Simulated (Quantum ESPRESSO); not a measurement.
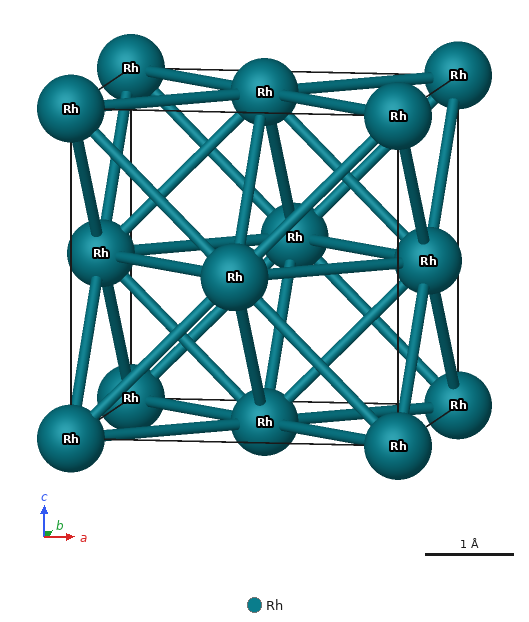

Fig. 1: The structure (ball-and-stick view of the cell 4 times as large as that of the calculation, set on its symmetry axes, seen slightly off an axis). An atom can appear more than once, as a periodic image. Near neighbours in the periodic cell (some may lie outside the picture): Rh has 12 Rh at 2.68 Å.

## Band-structure run of Rh (part 1 of 2)

System: Rh (Fm-3m, 1 atom in the cell).
Method: Kohn-Sham DFT of a periodic cell, PBEsol, PseudoDojo 0.4.1 SR PBEsol standard, no spin polarisation (Quantum ESPRESSO 7.5).

The structure derives from an entry of the Crystallography Open Database.

**The program's output**
```
This program is part of the open-source Quantum ESPRESSO suite
     for quantum simulation of materials; please cite
         "P. Giannozzi et al., J. Phys.:Condens. Matter 21 395502 (2009);
         "P. Giannozzi et al., J. Phys.:Condens. Matter 29 465901 (2017);
         "P. Giannozzi et al., J. Chem. Phys. 152 154105 (2020);
          URL
     in publications or presentations arising from this work. More details at

     Message from routine setup:
     using ibrav=0 with symmetry is DISCOURAGED, use correct ibrav instead

     K-points division:     npool     =       2
     Subspace diagonalization in iterative solution of the eigenvalue problem:
     a serial algorithm will be used

     G-vector sticks info
     --------------------
     sticks:   dense  smooth     PW     G-vecs:    dense   smooth      PW
     Sum         625     625    199                10177    10177    1837

     Using Slab Decomposition

     bravais-lattice index     =            0
     lattice parameter (alat)  =       5.0720  a.u.
     unit-cell volume          =      92.2597 (a.u.)^3
     number of atoms/cell      =            1
     number of atomic types    =            1
     number of electrons       =        17.00
     number of Kohn-Sham states=           15
     kinetic-energy cutoff     =      88.0000  Ry
     charge density cutoff     =     352.0000  Ry
     scf convergence threshold =      2.0E-10
     mixing beta               =       0.5000
     number of iterations used =            8  plain     mixing
     Exchange-correlation= PBESOL
                           (   1   4  10   8   0   0   0)

     celldm(1)=   5.071959  celldm(2)=   0.000000  celldm(3)=   0.000000
     celldm(4)=   0.000000  celldm(5)=   0.000000  celldm(6)=   0.000000

     crystal axes: (cart. coord. in units of alat)
               a(1) = (   0.000000   0.707107   0.707107 )
               a(2) = (   0.707107   0.000000   0.707107 )
               a(3) = (   0.707107   0.707107   0.000000 )

     reciprocal axes: (cart. coord. in units 2 pi/alat)
               b(1) = ( -0.707107  0.707107  0.707107 )
               b(2) = (  0.707107 -0.707107  0.707107 )
               b(3) = (  0.707107  0.707107 -0.707107 )

     PseudoPot. # 1 for Rh read from file:
     Rh.upf
     Pseudo is Norm-conserving + core correction, Zval = 17.0
     Generated using ONCVPSP code by D. R. Hamann
     Using radial grid of 1568 points,  6 beta functions with:
                l(1) =   0
                l(2) =   0
                l(3) =   1
                l(4) =   1
                l(5) =   2
                l(6) =   2

     atomic species   valence    mass     pseudopotential
     Rh               17.00   102.90550     Rh( 1.00)

     48 Sym. Ops., with inversion, found

   Cartesian axes

     site n.     atom                  positions (alat units)
         1        Rh     tau(   1) = (   0.0000000   0.0000000   0.0000000  )

     number of k points=    72  Fermi-Dirac smearing, width (Ry)=  0.0037
                       cart. coord. in units 2pi/alat
        k(    1) = (   0.0000000   0.0000000   0.0000000), wk =   0.0011574
        k(    2) = (   0.0589256   0.0589256  -0.0589256), wk =   0.0092593
        k(    3) = (   0.1178511   0.1178511  -0.1178511), wk =   0.0092593
        k(    4) = (   0.1767767   0.1767767  -0.1767767), wk =   0.0092593
        k(    5) = (   0.2357023   0.2357023  -0.2357023), wk =   0.0092593
        k(    6) = (   0.2946278   0.2946278  -0.2946278), wk =   0.0092593
        k(    7) = (  -0.3535534  -0.3535534   0.3535534), wk =   0.0046296
        k(    8) = (   0.1178511   0.0000000  -0.0000000), wk =   0.0069444
        k(    9) = (   0.1767767   0.0589256  -0.0589256), wk =   0.0277778
        k(   10) = (   0.2357023   0.1178511  -0.1178511), wk =   0.0277778
        k(   11) = (   0.2946278   0.1767767  -0.1767767), wk =   0.0277778
        k(   12) = (   0.3535534   0.2357023  -0.2357023), wk =   0.0277778
        k(   13) = (  -0.2946278  -0.4124790   0.4124790), wk =   0.0277778
        k(   14) = (  -0.2357023  -0.3535534   0.3535534), wk =   0.0277778
        k(   15) = (  -0.1767767  -0.2946278   0.2946278), wk =   0.0277778
        k(   16) = (  -0.1178511  -0.2357023   0.2357023), wk =   0.0277778
        k(   17) = (  -0.0589256  -0.1767767   0.1767767), wk =   0.0277778
        k(   18) = (  -0.0000000  -0.1178511   0.1178511), wk =   0.0138889
        k(   19) = (   0.2357023   0.0000000  -0.0000000), wk =   0.0069444
        k(   20) = (   0.2946278   0.0589256  -0.0589256), wk =   0.0277778
        k(   21) = (   0.3535534   0.1178511  -0.1178511), wk =   0.0277778
        k(   22) = (   0.4124790   0.1767767  -0.1767767), wk =   0.0277778
        k(   23) = (  -0.2357023  -0.4714045   0.4714045), wk =   0.0277778
        k(   24) = (  -0.1767767  -0.4124790   0.4124790), wk =   0.0277778
        k(   25) = (  -0.1178511  -0.3535534   0.3535534), wk =   0.0277778
        k(   26) = (  -0.0589256  -0.2946278   0.2946278), wk =   0.0277778
        k(   27) = (   0.0000000  -0.2357023   0.2357023), wk =   0.0138889
        k(   28) = (   0.3535534   0.0000000   0.0000000), wk =   0.0069444
        k(   29) = (   0.4124790   0.0589256  -0.0589256), wk =   0.0277778
        k(   30) = (   0.4714045   0.1178511  -0.1178511), wk =   0.0277778
        k(   31) = (  -0.1767767  -0.5303301   0.5303301), wk =   0.0277778
        k(   32) = (  -0.1178511  -0.4714045   0.4714045), wk =   0.0277778
        k(   33) = (  -0.0589256  -0.4124790   0.4124790), wk =   0.0277778
        k(   34) = (   0.0000000  -0.3535534   0.3535534), wk =   0.0138889
        k(   35) = (   0.4714045   0.0000000  -0.0000000), wk =   0.0069444
        k(   36) = (   0.5303301   0.0589256  -0.0589256), wk =   0.0277778
        k(   37) = (  -0.1178511  -0.5892557   0.5892557), wk =   0.0277778
        k(   38) = (  -0.0589256  -0.5303301   0.5303301), wk =   0.0277778
        k(   39) = (  -0.0000000  -0.4714045   0.4714045), wk =   0.0138889
        k(   40) = (   0.5892557   0.0000000  -0.0000000), wk =   0.0069444
        k(   41) = (  -0.0589256  -0.6481812   0.6481812), wk =   0.0277778
        k(   42) = (   0.0000000  -0.5892557   0.5892557), wk =   0.0138889
        k(   43) = (  -0.7071068   0.0000000   0.0000000), wk =   0.0034722
        k(   44) = (   0.2357023   0.1178511   0.0000000), wk =   0.0277778
        k(   45) = (   0.2946278   0.1767767  -0.0589256), wk =   0.0555556
        k(   46) = (   0.3535534   0.2357023  -0.1178511), wk =   0.0555556
        k(   47) = (  -0.2946278  -0.4124790   0.5303301), wk =   0.0555556
        k(   48) = (  -0.2357023  -0.3535534   0.4714045), wk =   0.0277778
        k(   49) = (   0.3535534   0.1178511   0.0000000), wk =   0.0277778
        k(   50) = (   0.4124790   0.1767767  -0.0589256), wk =   0.0555556
        k(   51) = (  -0.2357023  -0.4714045   0.5892557), wk =   0.0555556
        k(   52) = (  -0.1767767  -0.4124790   0.5303301), wk =   0.0555556
        k(   53) = (  -0.1178511  -0.3535534   0.4714045), wk =   0.0555556
        k(   54) = (  -0.0589256  -0.2946278   0.4124790), wk =   0.0555556
        k(   55) = (   0.0000000  -0.2357023   0.3535534), wk =   0.0277778
        k(   56) = (   0.4714045   0.1178511  -0.0000000), wk =   0.0277778
        k(   57) = (  -0.1767767  -0.5303301   0.6481812), wk =   0.0555556
        k(   58) = (  -0.1178511  -0.4714045   0.5892557), wk =   0.0555556
        k(   59) = (  -0.0589256  -0.4124790   0.5303301), wk =   0.0555556
        k(   60) = (   0.0000000  -0.3535534   0.4714045), wk =   0.0277778
        k(   61) = (  -0.1178511  -0.5892557   0.7071068), wk =   0.0277778
        k(   62) = (  -0.0589256  -0.5303301   0.6481812), wk =   0.0555556
        k(   63) = (  -0.0000000  -0.4714045   0.5892557), wk =   0.0277778
        k(   64) = (  -0.7071068   0.1178511  -0.0000000), wk =   0.0138889
        k(   65) = (  -0.2357023  -0.4714045   0.7071068), wk =   0.0277778
        k(   66) = (  -0.1767767  -0.4124790   0.6481812), wk =   0.0555556
        k(   67) = (  -0.1178511  -0.3535534   0.5892557), wk =   0.0277778
        k(   68) = (  -0.1178511  -0.4714045   0.7071068), wk =   0.0277778
        k(   69) = (  -0.0589256  -0.4124790   0.6481812), wk =   0.0555556
        k(   70) = (   0.0000000  -0.3535534   0.5892557), wk =   0.0277778
        k(   71) = (  -0.7071068   0.2357023   0.0000000), wk =   0.0138889
        k(   72) = (  -0.7071068   0.3535534   0.0000000), wk =   0.0069444

     Dense  grid:    10177 G-vectors     FFT dimensions: (  32,  32,  32)

     Initial potential from superposition of free atoms

     starting charge      16.9994, renormalised to      17.0000
     Starting wfcs are   10 randomized atomic wfcs +    5 random wfcs

     Self-consistent Calculation

     iteration #  1     ecut=    88.00 Ry     beta= 0.50
     Davidson diagonalization with overlap
     ethr =  1.00E-02,  avg # of iterations =  4.2

     Threshold (ethr) on eigenvalues was too large:
     Diagonalizing with lowered threshold

     Davidson diagonalization with overlap
     ethr =  7.57E-04,  avg # of iterations =  1.0

     total energy              =    -234.39717728 Ry
     estimated scf accuracy    <       0.12880644 Ry

     iteration #  2     ecut=    88.00 Ry     beta= 0.50
     Davidson diagonalization with overlap
     ethr =  7.58E-04,  avg # of iterations =  2.0

     total energy              =    -234.42975897 Ry
     estimated scf accuracy    <       0.00909754 Ry

     iteration #  3     ecut=    88.00 Ry     beta= 0.50
     Davidson diagonalization with overlap
     ethr =  5.35E-05,  avg # of iterations =  2.0

     total energy              =    -234.43133499 Ry
     estimated scf accuracy    <       0.00054990 Ry

     iteration #  4     ecut=    88.00 Ry     beta= 0.50
     Davidson diagonalization with overlap
     ethr =  3.23E-06,  avg # of iterations =  3.2

     total energy              =    -234.43139231 Ry
     estimated scf accuracy    <       0.00001215 Ry

     iteration #  5     ecut=    88.00 Ry     beta= 0.50
     Davidson diagonalization with overlap
     ethr =  7.15E-08,  avg # of iterations =  1.8

     total energy              =    -234.43139311 Ry
     estimated scf accuracy    <       0.00000124 Ry

     iteration #  6     ecut=    88.00 Ry     beta= 0.50
     Davidson diagonalization with overlap
     ethr =  7.27E-09,  avg # of iterations =  2.0

     total energy              =    -234.43139334 Ry
     estimated scf accuracy    <       0.00000006 Ry

     iteration #  7     ecut=    88.00 Ry     beta= 0.50
     Davidson diagonalization with overlap
     ethr =  3.38E-10,  avg # of iterations =  1.3

     total energy              =    -234.43139334 Ry
     estimated scf accuracy    <       0.00000001 Ry

     iteration #  8     ecut=    88.00 Ry     beta= 0.50
     Davidson diagonalization with overlap
     ethr =  8.06E-11,  avg # of iterations =  2.0

     total energy              =    -234.43139334 Ry
     estimated scf accuracy    <          6.9E-10 Ry

     iteration #  9     ecut=    88.00 Ry     beta= 0.50
     Davidson diagonalization with overlap
     ethr =  4.07E-12,  avg # of iterations =  1.1

     End of self-consistent calculation

          k = 0.0000 0.0000 0.0000 (  1243 PWs)   bands (ev):

   -56.1972 -23.6712 -23.6712 -23.6712  14.5831  19.5434  19.5434  19.5434
    21.6759  21.6759  38.7783  44.2139  44.2139  44.2139  49.8344

          k = 0.0589 0.0589-0.0589 (  1279 PWs)   bands (ev):

   -56.1895 -23.7232 -23.6782 -23.6782  14.8610  19.4230  19.6508  19.6508
    21.6182  21.6182  39.1698  42.8103  44.6131  44.6131  51.1197

          k = 0.1179 0.1179-0.1179 (  1291 PWs)   bands (ev):

   -56.1684 -23.8639 -23.6974 -23.6974  15.6006  19.2072  19.8689  19.8689
    21.5689  21.5689  39.9512  40.4638  45.7140  45.7140  49.8367

          k = 0.1768 0.1768-0.1768 (  1293 PWs)   bands (ev):

   -56.1394 -24.0533 -23.7234 -23.7234  16.3865  19.4012  19.9131  19.9131
    21.8375  21.8375  37.8006  40.3268  47.0955  47.0955  48.8312

          k = 0.2357 0.2357-0.2357 (  1284 PWs)   bands (ev):

   -56.1103 -24.2397 -23.7493 -23.7493  16.6155  19.7343  19.7343  20.6120
    22.4368  22.4368  35.1064  39.4582  46.2644  46.2644  49.5348

          k = 0.2946 0.2946-0.2946 (  1287 PWs)   bands (ev):

   -56.0889 -24.3743 -23.7682 -23.7682  16.5176  19.5454  19.5454  22.3562
    23.0157  23.0157  32.5513  38.5783  44.6444  44.6444  50.8267

          k =-0.3536-0.3536 0.3536 (  1260 PWs)   bands (ev):

   -56.0810 -24.4232 -23.7751 -23.7751  16.4550  19.4712  19.4712  23.2534
    23.2534  23.3166  31.3154  38.2586  44.0334  44.0334  51.3515

          k = 0.1179 0.0000-0.0000 (  1287 PWs)   bands (ev):

   -56.1870 -23.7217 -23.6899 -23.6899  14.9540  19.2970  19.7366  19.7366
    21.4148  21.7701  39.3159  43.1775  44.2328  44.2328  52.0287

          k = 0.1768 0.0589-0.0589 (  1297 PWs)   bands (ev):

   -56.1703 -23.8263 -23.7131 -23.7032  15.5490  19.0312  19.9624  19.9766
    21.2035  21.8525  40.0644  41.3482  44.4700  45.0883  50.7247

          k = 0.2357 0.1179-0.1179 (  1303 PWs)   bands (ev):

   -56.1439 -23.9959 -23.7414 -23.7255  16.3847  18.9278  19.9748  20.1195
    21.4488  22.0963  38.8415  40.6917  44.8748  46.0941  49.3113

          k = 0.2946 0.1768-0.1768 (  1294 PWs)   bands (ev):

   -56.1148 -24.1789 -23.7673 -23.7556  16.8102  19.5843  19.6869  20.0137
    22.3533  22.6071  36.1506  40.0653  44.5679  46.1848  49.7434

          k = 0.3536 0.2357-0.2357 (  1290 PWs)   bands (ev):

   -56.0908 -24.3267 -23.7853 -23.7839  16.7527  19.4113  19.8109  20.8159
    23.1078  23.6548  33.3758  39.1156  43.7566  44.7593  50.4693

          k =-0.2946-0.4125 0.4125 (  1279 PWs)   bands (ev):

   -56.0785 -24.4018 -23.8065 -23.7868  16.6621  19.2869  19.6707  21.6762
    23.2686  24.8742  31.4212  38.6170  43.4198  43.5488  51.2352

          k =-0.2357-0.3536 0.3536 (  1286 PWs)   bands (ev):

   -56.0811 -24.3856 -23.8134 -23.7753  16.6924  19.3409  19.6675  21.6082
    22.9501  24.7139  31.9045  38.7025  42.9986  44.4282  50.7747

          k =-0.1768-0.2946 0.2946 (  1290 PWs)   bands (ev):

   -56.0980 -24.2824 -23.8039 -23.7524  16.8159  19.5372  19.8110  20.5694
    22.2793  23.6896  34.3024  39.3415  43.5706  46.3514  48.8847

          k =-0.1179-0.2357 0.2357 (  1295 PWs)   bands (ev):

   -56.1245 -24.1187 -23.7799 -23.7241  16.7720  19.3102  19.8611  20.0310
    21.5513  22.7496  37.0787  40.2526  44.7185  46.8639  48.6030

          k =-0.0589-0.1768 0.1768 (  1300 PWs)   bands (ev):

   -56.1536 -23.9381 -23.7466 -23.6981  16.1202  18.9801  19.9836  20.0659
    21.1900  22.0669  39.5790  40.4944  44.5980  47.2846  47.6004

          k =-0.0000-0.1179 0.1179 (  1287 PWs)   bands (ev):

   -56.1773 -23.7926 -23.7094 -23.6812  15.3006  19.2063  19.8048  19.8562
    21.3582  21.7573  39.7364  41.6689  44.2246  45.6850  50.3387

          k = 0.2357 0.0000-0.0000 (  1303 PWs)   bands (ev):

   -56.1588 -23.8572 -23.7409 -23.7409  15.9440  18.6745  20.3015  20.3015
    20.8266  22.0340  40.7418  41.9297  43.6369  43.6369  51.4068

          k = 0.2946 0.0589-0.0589 (  1298 PWs)   bands (ev):

   -56.1369 -23.9790 -23.7732 -23.7684  16.6370  18.3612  20.1740  20.6035
    21.2402  22.2700  40.1581  41.4636  43.0219  43.8175  50.3399

          k = 0.3536 0.1179-0.1179 (  1296 PWs)   bands (ev):

   -56.1105 -24.1327 -23.8037 -23.8013  17.1667  18.4591  19.7282  20.6206
    22.5123  22.7319  37.4469  40.8998  42.4157  44.2893  50.5272

          k = 0.4125 0.1768-0.1768 (  1280 PWs)   bands (ev):

   -56.0865 -24.2673 -23.8469 -23.8179  17.1760  18.9202  19.6814  20.4376
    23.1959  24.2766  34.4282  39.8463  41.9687  43.7573  51.0381

          k =-0.2357-0.4714 0.4714 (  1286 PWs)   bands (ev):

   -56.0715 -24.3474 -23.8871 -23.8185  17.1289  18.8618  20.2459  20.3174
    23.3114  26.2021  31.8241  39.0985  42.1457  42.5088  51.3472

          k =-0.1768-0.4125 0.4125 (  1279 PWs)   bands (ev):

   -56.0696 -24.3540 -23.9119 -23.8030  17.1962  18.8761  20.1548  20.5600
    22.9365  26.7781  31.4117  38.7549  41.6277  43.2655  50.9585

          k =-0.1179-0.3536 0.3536 (  1287 PWs)   bands (ev):

   -56.0812 -24.2885 -23.9118 -23.7755  17.3735  19.0768  20.0287  20.2121
    22.1991  25.5146  33.7043  38.8209  41.6485  45.2583  48.7057

          k =-0.0589-0.2946 0.2946 (  1291 PWs)   bands (ev):

   -56.1033 -24.1729 -23.8813 -23.7433  17.5058  18.9420  19.5492  20.4192
    21.3529  24.1399  36.5456  39.2780  42.6742  46.2395  47.5908

          k = 0.0000-0.2357 0.2357 (  1293 PWs)   bands (ev):

   -56.1298 -24.0446 -23.8209 -23.7149  16.9738  18.6801  19.8592  20.5327
    20.8287  22.9440  38.6697  40.1463  44.4425  44.7174  48.4819
```
